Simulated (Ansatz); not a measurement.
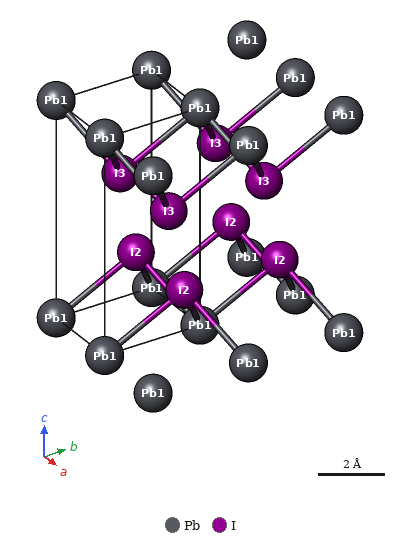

Figure 1. The structure as given in the input (ball-and-stick view of the cell of the calculation, repeated 2 × 2 × 1, seen slightly off an axis; atoms are numbered from 1 in the order of the input). Near neighbours in the crystal (not all of them lie inside the picture): Pb has 6 I at 3.19 Å; I has 3 Pb at 3.19 Å.

**Single-point calculation, with input and output: PbI₂**

- system: PbI₂ (P-3m1, 3 atoms in the cell)
- method: DFT, PBE, plane waves, PAW, no spin polarisation (Ansatz 0.2.0)

The structure was built on a prototype by a generator. The geometry comes from this level: r2scan-rvv10 (a point of a series of volumes). It belongs to a series of runs on one base structure; here: volume -4%. Figures and captions count atoms from 1; the log counts them from 0 in places.

The input:
```yaml
crystal:
  lattice:
    - [4.5023973673, 0.0, 0.0]
    - [-2.2511986837, 3.899190498, 0.0]
    - [0.0, 0.0, 6.9522638166]
  atoms:
    - { symbol: Pb, position: [0.0, 0.0, 0.0] }
    - { symbol: I, position: [0.3333333333, 0.6666666667, 0.2667067994] }
    - { symbol: I, position: [0.6666666667, 0.3333333333, 0.7332932006] }
kpoints:
  mp_grid: { grid: [3, 3, 2] }
hamiltonian:
  xc: pbe
scf:
  occupations: { method: fermi_dirac, width: 0.02 }
  n_extra_bands: 4
output:
  forces: true
  stress: true
  eigenvalues: true
basis:
  ecutwfc: 260
```

Hardware: 2 threads of Arm Neoverse V1, 24 GiB of memory available, shared host.

Launched with:
```bash
ansatz run input.yaml --threads 2 --pin off --max-ram 2764MiB --backend cpu --events-out ev --progress --plain --runs-dir out
```

Log:
```
Warning: basis.ecutwfc = 260 eV is below the records' recommended 420 eV, and the density's cutoff is lower with it unless basis.ecutrho_ratio is high enough to keep the records' density cutoff: compare with a run at a higher cutoff
scf.n_extra_bands = 4 over 24 filled bands (N_el = 48.0): the run solves 28 bands
Engine: ansatz 0.2.0, aarch64-unknown-linux-gnu
Pseudopotentials: kind: paw
Pseudopotential: Pb, paw, valence charge 14, recommended cutoff 420 eV (normal), Pb.paw.azcp
Pseudopotential: I, paw, valence charge 17, recommended cutoff 420 eV (normal), I.paw.azcp
Functional definition: PBE
  parameter kappa = 0.804
  parameter beta = 0.06672455060314922
  exchange = pbe_x(kappa = kappa, mu = beta*pi^2/3)
  correlation = pbe_c(beta = beta)
Crystal: 3 atoms, lattice volume = 122.052 Å³
Basis set: ecut = 260 eV, 1141 PW (Γ), exchange–correlation on 48×48×80 points (8 copies of the dense FFT grid, shifted against one another)
Bands: 28, of which v1, the nominal top of the filled ones, is band 24 counted from 1 (23 counted from 0)
Symmetry: 12 space group operations
Space group: P-3m1 (ITA 164), of the structure as read, at distance tolerance 5.0e-5 Å
k-points: 6 of 18
Non-local potential: Pb, projectors of the file, l = 0: 2, l = 1: 2, l = 2: 2, l = 3: 2
Non-local potential: I, projectors of the file, l = 0: 2, l = 1: 2, l = 2: 2, l = 3: 2
PAW form: soft (Blöchl's): semilocal exchange-correlation on the pseudo side does not see the compensation charge
PAW one-centre angular grid: Pb, 590 points (default); XC on 64 Gauss nodes
PAW one-centre angular grid: I, 590 points (default); XC on 64 Gauss nodes
Initial density: superposition of atomic densities (neutral atoms: chi_scale 0, normalization atom), corrected by the library's trained network
Initial wavefunctions: pseudopotential atomic-orbital guess
Functional: x = pbe(κ = 0.804, μ = 0.2195149727645171), c = pbe(β = 0.06672455060314922)
SCF iter   1: F=—  HF=-26932.626794 eV  |F-HF|=—  |Δ(HF+E_count)|=         —  Δρ=7.40e-3  dr2=2.51e-2  ethr=1.77e-3  ⟨swp⟩=8.2  Hψ=772  notcnv=0
preconditioner: auto → Resta (q_TF=auto, 2.335 Å⁻¹)  ε∞=2.9  [insulator: Δε(μ)=2.204 eV  Ē_g=12.891 eV  σ=0.020 eV  W_gap=1.00  n_scr=22 (ndim 8)  ℏωp=17.8 eV  f_vac=0.110  D(μ)=0.00/eV (n_scr^D=0)  ε∞_Penn≈2.9]
SCF iter   2: F=—  HF=-26932.611404 eV  |F-HF|=—  |Δ(HF+E_count)|=   1.54e-2  Δρ=3.08e-3  dr2=3.51e-3  ethr=5.24e-5  ⟨swp⟩=2.2  Hψ=385  notcnv=0
SCF iter   3: F=—  HF=-26932.611091 eV  |F-HF|=—  |Δ(HF+E_count)|=   3.14e-4  Δρ=5.90e-4  dr2=2.00e-4  ethr=7.30e-6  ⟨swp⟩=2.0  Hψ=336  notcnv=0
SCF iter   4: F=—  HF=-26932.611168 eV  |F-HF|=—  |Δ(HF+E_count)|=   7.76e-5  Δρ=6.52e-5  dr2=6.05e-6  ethr=4.17e-7  ⟨swp⟩=2.0  Hψ=216  notcnv=0
SCF iter   5: F=—  HF=-26932.611204 eV  |F-HF|=—  |Δ(HF+E_count)|=   3.51e-5  Δρ=1.53e-5  dr2=3.61e-7  ethr=1.26e-8  ⟨swp⟩=2.0  Hψ=312  notcnv=0
SCF iter   6: F=-26932.611204 eV  HF=-26932.611204 eV  |F-HF|=4.49e-8  |Δ(HF+E_count)|=   3.17e-7  Δρ=6.29e-6  dr2=9.30e-8  ethr=2.08e-10  ⟨swp⟩=7.2  Hψ=688  notcnv=0
SCF 1 converged in 6 iterations: F = -26932.611204 eV  dr2 = 9.30e-8
  greatest PAW one-centre occupation: 1.003 electrons in one spin orbital (limit 2), on the I atom at site 2 (counted from 0), in its partial waves of l = 2
SCF converged after 6 iterations
Free energy (F): -26932.611204 eV
Harris-Foulkes:  -26932.611204 eV  (|F-HF|=4.49e-8)
Internal energy: -26932.611204 eV  (E = F + TS)
E sigma→0 (E₀):  -26932.611204 eV
Fermi energy:    6.654146 eV
--- Per-component energies (eV) ---
  E_band       = -861.713383
  E_kinetic    = 676.116790
  E_local      = -5415.019034  (includes V_loc(G=0)·N_el)
  E_nonlocal   = 160.007247
  E_hartree    = 2636.200416
  E_xc         = -479.735298
  E_vxc        = -392.829758  (∫ρ·V_xc dr)
  E_paw        = -20032.326534  (= ΣΔE_a)
  E_vpaw       = -1162.407617  (= ΣTr[D̂ρ^β])
  E_aug_tail   = 0.009756  (compensation charges beyond the density's cutoff)
  E_ewald      = -4477.864548
  E_smearing   = -0.000000  (= −TS)
  E_closure    = 0.000000  (closes the sum)
  Σ components = -26932.611204   (vs F -26932.611204, Δ=0.00e0)
--- Forces (eV/Å), atoms counted from 1 ---
  atom   1  Pb    -0.00000000    -0.00000000     0.00000000
  atom   2  I      0.00000000    -0.00000000     0.20218777
  atom   3  I     -0.00000000     0.00000000    -0.20218777
  max |Σ_I F_I| component: 2.78e-17 eV/Å
--- Stress (GPa, compression-positive) ---
        2.604704       0.000000       0.000000
        0.000000       2.604704      -0.000000
        0.000000      -0.000000       2.455999
  P = ⅓ Tr σ = 2.5551 GPa (25.551 kbar)
--- Band table (eV; the first three rows and the last of 6) ---
  k-point 0: bands = ["-38.6450", "-38.6450", "-38.6427", "-38.6427", "-38.6336", "-38.6336", "-38.6321", "-38.6307", "-38.6307", "-38.6305", "-10.7498", "-10.7498", "-10.7272", "-10.7246", "-10.7246", "-6.8624", "-6.0713", "-1.4727", "4.3308", "4.4657", "4.4657", "4.5513", "4.5513", "4.7278", "8.0142", "8.9238", "8.9238", "11.9774"]
  k-point 1: bands = ["-38.6579", "-38.6539", "-38.6539", "-38.6327", "-38.6327", "-38.6293", "-38.6286", "-38.6286", "-38.6263", "-38.6263", "-10.7472", "-10.7472", "-10.7349", "-10.7228", "-10.7228", "-6.6793", "-6.3230", "-1.2448", "3.4559", "4.3208", "4.3208", "4.7410", "4.7410", "5.5498", "7.7585", "8.7288", "8.7288", "11.8462"]
  k-point 2: bands = ["-38.6567", "-38.6553", "-38.6514", "-38.6464", "-38.6459", "-38.6447", "-38.6423", "-38.6350", "-38.6290", "-38.6270", "-10.7848", "-10.7461", "-10.7332", "-10.7248", "-10.7184", "-6.4043", "-5.9171", "-1.7907", "2.5564", "3.0961", "3.5336", "4.3684", "4.7352", "5.1841", "8.3974", "9.2275", "9.7712", "10.8669"]
  k-point 5: bands = ["-38.6521", "-38.6492", "-38.6492", "-38.6448", "-38.6448", "-38.6371", "-38.6369", "-38.6323", "-38.6323", "-38.6306", "-10.7721", "-10.7721", "-10.7223", "-10.7197", "-10.7197", "-5.9750", "-5.9750", "-2.0541", "2.3880", "2.3880", "2.7057", "4.6795", "4.6795", "5.4186", "8.8453", "8.8453", "9.7148", "12.5414"]
```

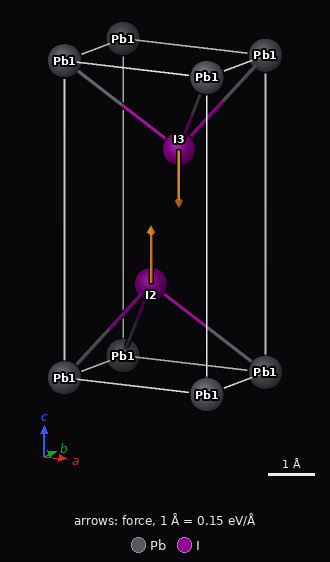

Figure 2. Forces on the atoms as orange arrows (ball-and-stick view of the cell of the calculation, seen slightly off an axis; atoms are numbered from 1 in the order of the input). The largest act on I2, I3 (0.20 eV/Å). The geometry is not a stationary point of this energy.

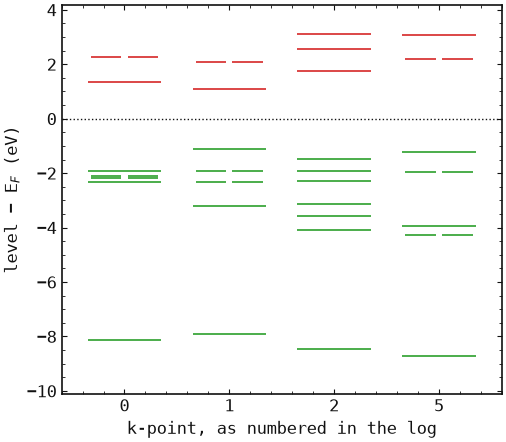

Figure 3. Kohn–Sham levels near the Fermi level (dotted) at the few k-points that the log prints; levels within 0.02 eV of each other stand side by side. Among these points the highest filled and lowest empty levels are 2.21 eV apart, which is the gap on the mesh.

Results in brief:

| quantity | value |
| --- | --- |
| outcome | converged |
| space group (tolerance 0.01 Å) | P-3m1 (164) |
| electrons treated | 48 |
| free energy | −26932.6112 eV |
| Fermi energy | 6.654 eV |
| gap on the k-point mesh | 2.21 eV |
| pressure | 2.56 GPa |
| largest force (length of the vector) | 0.202 eV/Å |
| wall time | 0.6 s (CPU time 1.1 s) |
| peak memory | 0.3 GiB |

Warnings of the run: the cutoff is below the recommended one. Spin–orbit coupling is left out, which matters for Pb.
